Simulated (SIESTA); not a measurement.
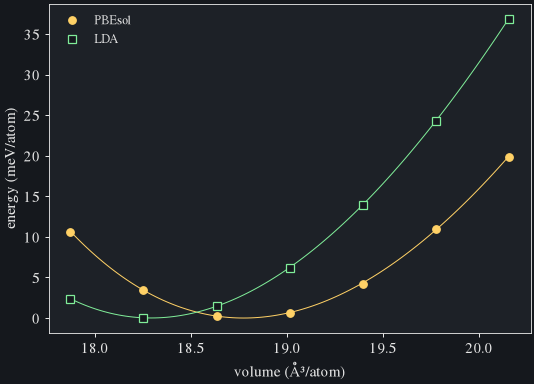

Calculation (SIESTA 5.4.2): DFT in numerical atomic orbitals with pseudopotentials, no spin polarisation; energies at scaled volumes of the given cell, shape and fractions fixed, counted from the fit's minimum, third-order Birch-Murnaghan fit. All runs: no spin polarisation.

```json
{"setting": "k mesh", "value": "11×11×11"}
{"setting": "occupations", "value": "Fermi–Dirac"}
{"setting": "smearing width", "value": "0.05 eV"}
{"setting": "potentials", "value": "PseudoDojo 0.4 standard, converted to PSML, two zetas on semicore shells"}
```

Energy against volume, with one curve for each functional, for Ge (space group Imma).

The fitted equilibrium volumes, smallest first, are LDA 18.293, PBEsol 18.775 Å³/atom. The fitted bulk moduli, smallest first, are PBEsol 72.0, LDA 75.5 GPa.

Limits of the calculation: mulliken charges of long orbitals; shape and atomic fractions are frozen while scaling, which makes layered, chain and framework solids too stiff.
